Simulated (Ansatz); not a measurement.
Hf₃O₇: geometry relaxation (part 2 of 5)

Hf₃O₇ (slab, 10 atoms in the cell); DFT PBEsol, scalar-relativistic, plane waves, PAW (Ansatz 0.2.0); cutoff 420 eV, 8×8×1 k-mesh, Gaussian smearing of 0.05 eV, collinear spins. The structure derives from an entry of the Crystallography Open Database. The run did not end well. The input holds or restrains some coordinates. Forces given for the steps count only the free coordinates. It belongs to a series of runs on one base structure; here: O put at a bridge Hf-O site.

Geometry of the input (Å; fractional positions):
```
3.5666  0.0000  0.0000
0.0000  3.5666  0.0000
0.0000  0.0000  25.3049
O  0.5000  0.0000  0.3359
O  0.0000  0.5000  0.3359
Hf 0.5000  0.5000  0.3857
O  0.0000  0.5000  0.4356
O  0.5000  0.0000  0.4356
Hf 0.0000  0.0000  0.4783
O  0.5000  0.0000  0.5368
O  0.0000  0.5000  0.5368
Hf 0.5000  0.5000  0.5758
O  0.7500  0.5000  0.6643
```

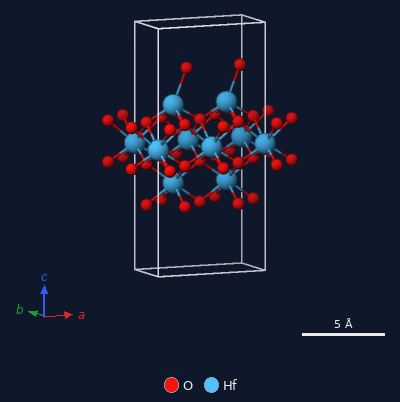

**Figure 1.** The geometry at step 1 of the log (ball-and-stick view of the 2 × 1 repeat of the cell, with the vacuum cut short, seen slightly off an axis; bonded neighbours outside the cell are drawn too).

### The program's output, continued
```
SCF iter   1: F=—  HF=-50737.734159 eV  |F-HF|=—  |Δ(HF+E_count)|=         —  Δρ=6.13e-2 (↑5.65e-2 ↓6.13e-2)  dr2=1.34e2  dr2_m=4.58e-1  M=2.000 μB ∫|m|=2.041 μB  β_m=1.00  ethr=3.10e-3  p=0.000 e·Å  D=3.65e-7 V/Å  ΔV_dip=-0.00 eV  dr2_dipole=4.27e1  V_vac-E_F(+/−)=9.17/9.17 eV  ⟨swp⟩=5.9  Hψ=13994  notcnv=0  defer=56
Mixer restart at iter 1: flushing history
efield: sawtooth ramp at fractional position 0.9801 (placed from the atoms, in the widest stretch of the axis that holds none; the zero of the levels goes with the place), width 0.0400; the density the first Hamiltonian is built on has a dipole p = 0.000 e·Å; the dipole correction subtracts the counter field D = 3.65e-7 V/Å, which shifts the + side's vacuum level by -0.00 eV against the − side's; the planar-averaged density in the ramp window peaks in size at 1.9e-6 e/Å³
preconditioner: auto → Resta (q_TF=auto, 2.315 Å⁻¹)  ε∞=2.6  [insulator: Δε(μ)=0.106 eV  Ē_g=17.492 eV  σ=0.050 eV  W_gap=0.84  n_scr=70 (ndim 8)  ℏωp=22.1 eV  f_vac=0.601  D(μ)=0.41/eV (n_scr^D=2)  ε∞_Penn≈2.6  vacuum switching on, ρ_ref=2.2e-2 e/Å³]
spin=Collinear: Resta preconditioning applied to the charge; magnetization (m = ρ↑ − ρ↓) channel mixes plain (no charge-response kernel on spin).
SCF iter   2: F=—  HF=-50837.191962 eV  |F-HF|=—  |Δ(HF+E_count)|=    9.95e1  Δρ=1.38e-1 (↑1.23e-1 ↓1.38e-1)  dr2=3.49e3  dr2_m=2.98e0  M=0.463 μB ∫|m|=0.573 μB  β_m=0.09  ethr=3.10e-3  p=1.578 e·Å  D=8.87e-1 V/Å  ΔV_dip=-22.44 eV  dr2_dipole=2.26e3  V_vac-E_F(+/−)=-2.99/19.45 eV  ⟨swp⟩=17.8  Hψ=21852  notcnv=0  defer=442  recentre
preconditioner: auto → LDOS  [metal: Δε(μ)=0.029 eV  Ē_g=15.966 eV  σ=0.050 eV  W_gap=0.31  n_scr=70 (ndim 8)  ℏωp=21.5 eV  f_vac=0.607  D(μ)=5.24/eV (n_scr^D=12)]
spin=Collinear: LDOS preconditioning applied to the charge; magnetization (m = ρ↑ − ρ↓) channel mixes plain (no charge-response kernel on spin).
density mixer auto → msr1: a metal under ldos (density of states about μ 0.82 of a free-electron gas's, 70 screened modes)
SCF iter   3: F=—  HF=-50732.119545 eV  |F-HF|=—  |Δ(HF+E_count)|=    1.05e2  Δρ=4.48e-2 (↑4.22e-2 ↓4.48e-2)  dr2=5.56e1  dr2_m=2.77e-1  M=1.355 μB ∫|m|=1.518 μB  β_m=0.09  ethr=3.10e-3  p=0.121 e·Å  D=6.79e-2 V/Å  ΔV_dip=-1.72 eV  dr2_dipole=1.26e1  V_vac-E_F(+/−)=7.71/9.43 eV  ⟨swp⟩=7.2  Hψ=13663  notcnv=0  defer=330
SCF iter   4: F=—  HF=-50728.088686 eV  |F-HF|=—  |Δ(HF+E_count)|=    4.03e0  Δρ=3.59e-2 (↑3.08e-2 ↓3.59e-2)  dr2=1.45e1  dr2_m=6.13e-1  M=0.536 μB ∫|m|=1.121 μB  β_m=0.12  ethr=3.10e-3  p=0.355 e·Å  D=1.99e-1 V/Å  ΔV_dip=-5.04 eV  dr2_dipole=1.92e-2  V_vac-E_F(+/−)=4.73/9.77 eV  ⟨swp⟩=3.9  Hψ=5777  notcnv=0  defer=392
SCF iter   5: F=—  HF=-50726.983849 eV  |F-HF|=—  |Δ(HF+E_count)|=    1.10e0  Δρ=2.74e-2 (↑2.24e-2 ↓2.74e-2)  dr2=9.70e0  dr2_m=4.60e-1  M=0.263 μB ∫|m|=0.991 μB  β_m=0.40  ethr=3.10e-3  p=0.658 e·Å  D=3.70e-1 V/Å  ΔV_dip=-9.36 eV  dr2_dipole=2.28e0  V_vac-E_F(+/−)=0.78/10.11 eV  ⟨swp⟩=2.9  Hψ=5873  notcnv=0  defer=363
SCF iter   6: F=—  HF=-50739.837066 eV  |F-HF|=—  |Δ(HF+E_count)|=    1.29e1  Δρ=5.85e-2 (↑5.76e-2 ↓5.85e-2)  dr2=7.74e2  dr2_m=9.75e-2  M=0.258 μB ∫|m|=0.720 μB  β_m=0.25  ethr=3.10e-3  p=1.338 e·Å  D=7.52e-1 V/Å  ΔV_dip=-19.04 eV  dr2_dipole=1.12e3  V_vac-E_F(+/−)=-7.86/11.09 eV  ⟨swp⟩=11.2  Hψ=18296  notcnv=0  defer=325  recentre
SCF iter   7: F=—  HF=-50739.615607 eV  |F-HF|=—  |Δ(HF+E_count)|=         —  Δρ=5.84e-2 (↑5.65e-2 ↓5.84e-2)  dr2=7.55e2  dr2_m=1.33e-1  M=0.248 μB ∫|m|=0.840 μB  β_m=1.00  ethr=3.10e-3  p=1.342 e·Å  D=7.55e-1 V/Å  ΔV_dip=-19.10 eV  dr2_dipole=1.09e3  V_vac-E_F(+/−)=-7.80/11.20 eV  ⟨swp⟩=4.9  Hψ=6573  notcnv=0  defer=296  κ⁻¹=5.6e-6(r=5)
SCF iter   8: F=—  HF=-50740.061691 eV  |F-HF|=—  |Δ(HF+E_count)|=   4.46e-1  Δρ=6.09e-2 (↑6.04e-2 ↓6.09e-2)  dr2=7.92e2  dr2_m=1.04e-1  M=0.001 μB ∫|m|=0.557 μB  β_m=0.30  ethr=4.17e-5  p=1.345 e·Å  D=7.56e-1 V/Å  ΔV_dip=-19.13 eV  dr2_dipole=1.14e3  V_vac-E_F(+/−)=-7.70/11.34 eV  ⟨swp⟩=7.6  Hψ=13018  notcnv=0  defer=321
SCF iter   9: F=—  HF=-50741.513701 eV  |F-HF|=—  |Δ(HF+E_count)|=    1.45e0  Δρ=6.33e-2 (↑6.17e-2 ↓6.33e-2)  dr2=9.02e2  dr2_m=1.63e-1  M=0.153 μB ∫|m|=0.708 μB  β_m=0.54  ethr=4.17e-5  p=1.386 e·Å  D=7.79e-1 V/Å  ΔV_dip=-19.72 eV  dr2_dipole=1.30e3  V_vac-E_F(+/−)=-8.18/11.43 eV  ⟨swp⟩=7.4  Hψ=13309  notcnv=0  defer=330
SCF iter  10: F=—  HF=-50741.347561 eV  |F-HF|=—  |Δ(HF+E_count)|=   1.66e-1  Δρ=6.28e-2 (↑6.12e-2 ↓6.28e-2)  dr2=8.93e2  dr2_m=1.61e-1  M=0.135 μB ∫|m|=0.664 μB  β_m=0.77  ethr=4.17e-5  p=1.385 e·Å  D=7.79e-1 V/Å  ΔV_dip=-19.71 eV  dr2_dipole=1.29e3  V_vac-E_F(+/−)=-8.16/11.45 eV  ⟨swp⟩=4.4  Hψ=7568  notcnv=0  defer=302
SCF iter  11: F=—  HF=-50740.431203 eV  |F-HF|=—  |Δ(HF+E_count)|=   9.16e-1  Δρ=5.91e-2 (↑5.91e-2 ↓5.76e-2)  dr2=8.30e2  dr2_m=7.00e-2  M=-0.435 μB ∫|m|=0.635 μB  β_m=0.05  ethr=4.17e-5  p=1.381 e·Å  D=7.76e-1 V/Å  ΔV_dip=-19.65 eV  dr2_dipole=1.20e3  V_vac-E_F(+/−)=-8.06/11.53 eV  ⟨swp⟩=5.6  Hψ=9502  notcnv=0  defer=306
SCF iter  12: F=—  HF=-50747.002298 eV  |F-HF|=—  |Δ(HF+E_count)|=    6.57e0  Δρ=6.78e-2 (↑6.78e-2 ↓6.76e-2)  dr2=1.23e3  dr2_m=5.10e-2  M=-0.569 μB ∫|m|=0.799 μB  β_m=0.29  ethr=4.17e-5  p=1.487 e·Å  D=8.36e-1 V/Å  ΔV_dip=-21.16 eV  dr2_dipole=1.80e3  V_vac-E_F(+/−)=-8.82/12.31 eV  ⟨swp⟩=7.9  Hψ=12893  notcnv=0  defer=317
SCF iter  13: F=—  HF=-50738.140140 eV  |F-HF|=—  |Δ(HF+E_count)|=    8.86e0  Δρ=5.29e-2 (↑5.29e-2 ↓5.25e-2)  dr2=6.94e2  dr2_m=1.50e-1  M=-0.521 μB ∫|m|=0.714 μB  β_m=0.76  ethr=4.17e-5  p=1.336 e·Å  D=7.51e-1 V/Å  ΔV_dip=-19.00 eV  dr2_dipole=1.01e3  V_vac-E_F(+/−)=-7.47/11.48 eV  ⟨swp⟩=6.6  Hψ=11497  notcnv=0  defer=301
SCF iter  14: F=—  HF=-50732.202900 eV  |F-HF|=—  |Δ(HF+E_count)|=    5.94e0  Δρ=3.14e-2 (↑2.99e-2 ↓3.14e-2)  dr2=2.66e2  dr2_m=3.41e-2  M=-0.551 μB ∫|m|=0.931 μB  β_m=0.62  ethr=4.17e-5  p=1.222 e·Å  D=6.87e-1 V/Å  ΔV_dip=-17.38 eV  dr2_dipole=3.87e2  V_vac-E_F(+/−)=-5.82/11.39 eV  ⟨swp⟩=6.8  Hψ=12091  notcnv=0  defer=299
SCF iter  15: F=—  HF=-50726.100145 eV  |F-HF|=—  |Δ(HF+E_count)|=    6.10e0  Δρ=7.84e-3 (↑7.39e-3 ↓7.84e-3)  dr2=1.29e1  dr2_m=5.76e-2  M=-0.656 μB ∫|m|=0.914 μB  β_m=0.61  ethr=4.17e-5  p=0.864 e·Å  D=4.86e-1 V/Å  ΔV_dip=-12.29 eV  dr2_dipole=1.82e1  V_vac-E_F(+/−)=-1.10/10.82 eV  ⟨swp⟩=6.9  Hψ=11776  notcnv=0  defer=344
SCF iter  16: F=—  HF=-50725.725247 eV  |F-HF|=—  |Δ(HF+E_count)|=   3.75e-1  Δρ=5.10e-3 (↑5.10e-3 ↓4.76e-3)  dr2=3.25e0  dr2_m=1.03e-2  M=-0.544 μB ∫|m|=0.817 μB  β_m=0.52  ethr=4.17e-5  p=0.779 e·Å  D=4.38e-1 V/Å  ΔV_dip=-11.08 eV  dr2_dipole=4.67e0  V_vac-E_F(+/−)=-0.55/10.12 eV  ⟨swp⟩=5.3  Hψ=10038  notcnv=0  defer=359
SCF iter  17: F=—  HF=-50725.585623 eV  |F-HF|=—  |Δ(HF+E_count)|=   1.40e-1  Δρ=3.87e-3 (↑3.87e-3 ↓3.50e-3)  dr2=8.31e-1  dr2_m=3.83e-3  M=-0.384 μB ∫|m|=0.746 μB  β_m=0.76  ethr=4.17e-5  p=0.729 e·Å  D=4.10e-1 V/Å  ΔV_dip=-10.37 eV  dr2_dipole=1.10e0  V_vac-E_F(+/−)=-0.31/9.72 eV  ⟨swp⟩=4.7  Hψ=8548  notcnv=0  defer=370
SCF iter  18: F=—  HF=-50725.587007 eV  |F-HF|=—  |Δ(HF+E_count)|=   1.38e-3  Δρ=2.86e-3 (↑2.77e-3 ↓2.86e-3)  dr2=7.02e-1  dr2_m=9.68e-4  M=-0.372 μB ∫|m|=0.850 μB  β_m=0.63  ethr=4.17e-5  p=0.698 e·Å  D=3.92e-1 V/Å  ΔV_dip=-9.93 eV  dr2_dipole=8.70e-1  V_vac-E_F(+/−)=-0.27/9.48 eV  ⟨swp⟩=6.0  Hψ=8583  notcnv=0  defer=379
SCF iter  19: F=—  HF=-50725.583242 eV  |F-HF|=—  |Δ(HF+E_count)|=   3.76e-3  Δρ=1.90e-3 (↑1.70e-3 ↓1.90e-3)  dr2=4.57e-1  dr2_m=1.91e-3  M=-0.409 μB ∫|m|=0.891 μB  β_m=0.44  ethr=4.17e-5  p=0.705 e·Å  D=3.97e-1 V/Å  ΔV_dip=-10.03 eV  dr2_dipole=6.27e-1  V_vac-E_F(+/−)=-0.55/9.35 eV  ⟨swp⟩=4.5  Hψ=8323  notcnv=0  defer=389
SCF iter  20: F=—  HF=-50725.545828 eV  |F-HF|=—  |Δ(HF+E_count)|=   3.74e-2  Δρ=1.52e-3 (↑1.28e-3 ↓1.52e-3)  dr2=4.25e-1  dr2_m=7.73e-4  M=-0.402 μB ∫|m|=0.923 μB  β_m=0.27  ethr=4.17e-5  p=0.679 e·Å  D=3.82e-1 V/Å  ΔV_dip=-9.66 eV  dr2_dipole=6.01e-1  V_vac-E_F(+/−)=-0.30/9.25 eV  ⟨swp⟩=2.4  Hψ=5909  notcnv=0  defer=379
SCF iter  21: F=—  HF=-50725.520204 eV  |F-HF|=—  |Δ(HF+E_count)|=   2.56e-2  Δρ=1.42e-3 (↑1.28e-3 ↓1.42e-3)  dr2=4.04e-1  dr2_m=6.71e-4  M=-0.404 μB ∫|m|=0.927 μB  β_m=0.63  ethr=4.17e-5  p=0.662 e·Å  D=3.72e-1 V/Å  ΔV_dip=-9.42 eV  dr2_dipole=5.77e-1  V_vac-E_F(+/−)=-0.05/9.25 eV  ⟨swp⟩=1.1  Hψ=3843  notcnv=0  defer=379
SCF iter  22: F=—  HF=-50725.469153 eV  |F-HF|=—  |Δ(HF+E_count)|=   5.11e-2  Δρ=1.22e-3 (↑1.15e-3 ↓1.22e-3)  dr2=3.54e-1  dr2_m=2.65e-4  M=-0.409 μB ∫|m|=0.948 μB  β_m=0.14  ethr=4.17e-5  p=0.624 e·Å  D=3.51e-1 V/Å  ΔV_dip=-8.88 eV  dr2_dipole=5.05e-1  V_vac-E_F(+/−)=0.48/9.25 eV  ⟨swp⟩=1.8  Hψ=4122  notcnv=0  defer=380
SCF iter  23: F=—  HF=-50725.500531 eV  |F-HF|=—  |Δ(HF+E_count)|=   3.14e-2  Δρ=1.58e-3 (↑1.29e-3 ↓1.58e-3)  dr2=3.97e-1  dr2_m=1.87e-4  M=-0.404 μB ∫|m|=0.951 μB  β_m=0.25  ethr=4.17e-5  p=0.642 e·Å  D=3.61e-1 V/Å  ΔV_dip=-9.13 eV  dr2_dipole=5.51e-1  V_vac-E_F(+/−)=0.13/9.16 eV  ⟨swp⟩=1.5  Hψ=3917  notcnv=0  defer=380
SCF iter  24: F=—  HF=-50725.459122 eV  |F-HF|=—  |Δ(HF+E_count)|=   4.14e-2  Δρ=1.22e-3 (↑1.20e-3 ↓1.22e-3)  dr2=3.34e-1  dr2_m=5.01e-4  M=-0.412 μB ∫|m|=0.955 μB  β_m=0.03  ethr=4.17e-5  p=0.616 e·Å  D=3.47e-1 V/Å  ΔV_dip=-8.77 eV  dr2_dipole=4.74e-1  V_vac-E_F(+/−)=0.60/9.28 eV  ⟨swp⟩=1.7  Hψ=4293  notcnv=0  defer=381
SCF iter  25: F=—  HF=-50725.434447 eV  |F-HF|=—  |Δ(HF+E_count)|=   2.47e-2  Δρ=1.59e-3 (↑1.59e-3 ↓1.17e-3)  dr2=2.79e-1  dr2_m=2.56e-3  M=-0.441 μB ∫|m|=0.964 μB  β_m=0.13  ethr=4.17e-5  p=0.595 e·Å  D=3.35e-1 V/Å  ΔV_dip=-8.47 eV  dr2_dipole=3.65e-1  V_vac-E_F(+/−)=0.86/9.25 eV  ⟨swp⟩=2.1  Hψ=4469  notcnv=0  defer=384
SCF iter  26: F=—  HF=-50725.333400 eV  |F-HF|=—  |Δ(HF+E_count)|=   1.01e-1  Δρ=2.48e-3 (↑2.48e-3 ↓1.82e-3)  dr2=1.88e-1  dr2_m=1.03e-2  M=-0.490 μB ∫|m|=0.997 μB  β_m=0.32  ethr=4.17e-5  p=0.505 e·Å  D=2.84e-1 V/Å  ΔV_dip=-7.19 eV  dr2_dipole=1.60e-1  V_vac-E_F(+/−)=2.12/9.24 eV  ⟨swp⟩=3.0  Hψ=5835  notcnv=0  defer=393
SCF iter  27: F=—  HF=-50725.187795 eV  |F-HF|=—  |Δ(HF+E_count)|=   1.46e-1  Δρ=2.43e-3 (↑2.43e-3 ↓1.45e-3)  dr2=9.11e-2  dr2_m=9.31e-3  M=-0.521 μB ∫|m|=1.033 μB  β_m=0.67  ethr=4.17e-5  p=0.326 e·Å  D=1.83e-1 V/Å  ΔV_dip=-4.64 eV  dr2_dipole=3.35e-2  V_vac-E_F(+/−)=4.61/9.20 eV  ⟨swp⟩=2.8  Hψ=5693  notcnv=0  defer=392
SCF iter  28: F=—  HF=-50725.098106 eV  |F-HF|=—  |Δ(HF+E_count)|=   8.97e-2  Δρ=1.72e-3 (↑1.49e-3 ↓1.72e-3)  dr2=3.30e-2  dr2_m=1.28e-3  M=-0.529 μB ∫|m|=1.105 μB  β_m=0.53  ethr=4.17e-5  p=0.058 e·Å  D=3.27e-2 V/Å  ΔV_dip=-0.83 eV  dr2_dipole=3.48e-4  V_vac-E_F(+/−)=8.48/9.30 eV  ⟨swp⟩=3.3  Hψ=6804  notcnv=0  defer=395
SCF iter  29: F=—  HF=-50725.092059 eV  |F-HF|=—  |Δ(HF+E_count)|=   6.05e-3  Δρ=5.15e-4 (↑5.11e-4 ↓5.15e-4)  dr2=8.38e-4  dr2_m=5.55e-4  M=-0.532 μB ∫|m|=1.072 μB  β_m=0.60  ethr=2.75e-5  p=0.049 e·Å  D=2.76e-2 V/Å  ΔV_dip=-0.70 eV  dr2_dipole=1.24e-5  V_vac-E_F(+/−)=8.63/9.32 eV  ⟨swp⟩=2.3  Hψ=6186  notcnv=0  defer=393
SCF iter  30: F=—  HF=-50725.092944 eV  |F-HF|=—  |Δ(HF+E_count)|=   8.86e-4  Δρ=3.42e-4 (↑2.85e-4 ↓3.42e-4)  dr2=3.21e-4  dr2_m=2.20e-4  M=-0.535 μB ∫|m|=1.065 μB  β_m=0.73  ethr=6.99e-7  p=0.047 e·Å  D=2.67e-2 V/Å  ΔV_dip=-0.67 eV  dr2_dipole=2.14e-5  V_vac-E_F(+/−)=8.66/9.33 eV  ⟨swp⟩=3.1  Hψ=7065  notcnv=0  defer=392
SCF iter  31: F=—  HF=-50725.093587 eV  |F-HF|=—  |Δ(HF+E_count)|=   6.43e-4  Δρ=2.58e-4 (↑2.52e-4 ↓2.58e-4)  dr2=5.60e-4  dr2_m=5.47e-5  M=-0.540 μB ∫|m|=1.052 μB  β_m=0.58  ethr=2.68e-7  p=0.047 e·Å  D=2.65e-2 V/Å  ΔV_dip=-0.67 eV  dr2_dipole=6.72e-7  V_vac-E_F(+/−)=8.66/9.33 eV  ⟨swp⟩=2.8  Hψ=6429  notcnv=0  defer=393
SCF iter  32: F=—  HF=-50725.093526 eV  |F-HF|=—  |Δ(HF+E_count)|=   6.05e-5  Δρ=8.98e-5 (↑8.98e-5 ↓8.05e-5)  dr2=2.44e-5  dr2_m=1.64e-5  M=-0.543 μB ∫|m|=1.045 μB  β_m=0.63  ethr=2.68e-7  p=0.047 e·Å  D=2.65e-2 V/Å  ΔV_dip=-0.67 eV  dr2_dipole=2.67e-6  V_vac-E_F(+/−)=8.66/9.33 eV  ⟨swp⟩=2.4  Hψ=6187  notcnv=0  defer=393
SCF iter  33: F=—  HF=-50725.093552 eV  |F-HF|=—  |Δ(HF+E_count)|=   2.58e-5  Δρ=7.72e-5 (↑7.72e-5 ↓4.06e-5)  dr2=5.08e-5  dr2_m=6.90e-6  M=-0.544 μB ∫|m|=1.041 μB  β_m=0.63  ethr=2.03e-8  p=0.047 e·Å  D=2.64e-2 V/Å  ΔV_dip=-0.67 eV  dr2_dipole=1.80e-5  V_vac-E_F(+/−)=8.67/9.33 eV  ⟨swp⟩=3.0  Hψ=7004  notcnv=0  defer=393
SCF iter  34: F=—  HF=-50725.093556 eV  |F-HF|=—  |Δ(HF+E_count)|=   3.56e-6  Δρ=3.34e-5 (↑3.34e-5 ↓1.95e-5)  dr2=1.39e-5  dr2_m=9.46e-7  M=-0.547 μB ∫|m|=1.039 μB  β_m=0.66  ethr=2.03e-8  p=0.046 e·Å  D=2.61e-2 V/Å  ΔV_dip=-0.66 eV  dr2_dipole=3.72e-6  V_vac-E_F(+/−)=8.67/9.33 eV  ⟨swp⟩=2.3  Hψ=6110  notcnv=0  defer=393
SCF iter  35: F=—  HF=-50725.093571 eV  |F-HF|=—  |Δ(HF+E_count)|=   1.52e-5  Δρ=3.09e-5 (↑3.08e-5 ↓3.09e-5)  dr2=1.04e-5  dr2_m=5.14e-7  M=-0.548 μB ∫|m|=1.040 μB  β_m=0.52  ethr=1.16e-8  p=0.047 e·Å  D=2.62e-2 V/Å  ΔV_dip=-0.66 eV  dr2_dipole=1.21e-6  V_vac-E_F(+/−)=8.67/9.33 eV  ⟨swp⟩=25.6  Hψ=45513  notcnv=0
SCF iter  36: F=-50725.093566 eV  HF=-50725.093570 eV  |F-HF|=4.07e-6  |Δ(HF+E_count)|=   1.11e-6  Δρ=2.11e-5 (↑2.11e-5 ↓8.54e-6)  dr2=5.55e-6  dr2_m=4.25e-7  M=-0.548 μB ∫|m|=1.040 μB  ethr=8.65e-9  p=0.047 e·Å  D=2.62e-2 V/Å  ΔV_dip=-0.66 eV  dr2_dipole=2.62e-6  V_vac-E_F(+/−)=8.67/9.33 eV  ⟨swp⟩=13.7  Hψ=33964  notcnv=0
SCF 1 converged in 36 iterations: F = -50725.093566 eV  dr2 = 5.55e-6
  Residual-converged pass: ⟨swp⟩=1.0  Hψ=3900  notcnv=0  max |occ|·‖R‖ = 7.1e-9 eV (tolerance 1.0e-8 eV)  dr2=5.55e-6  dr2_m=4.25e-7  dr2_onsite=1.27e-7  max |Δocc| = 1.1e-11
  greatest PAW one-centre occupation: 0.999 electrons in one spin orbital (limit 2), on the Hf atom at site 2 (counted from 0), in its partial waves of l = 3
relax step   1: F+E_penalty+E_count = -50725.09356579 eV  Δ(F+E_penalty+E_count) = +0.000e0 eV  max|allowed force component| = 4.868e0 eV/Å  Δτ_max = 0.0000 Å  (36 SCF iters, dr2 threshold 2.25e-5 eV, accepted)
Initial density: handed on by an earlier stage of this run
Starting moments: Σ|m| = 2 μB on 1 of 10 sites; this step starts from the density that it was given
Initial wavefunctions: those handed on with the density
```
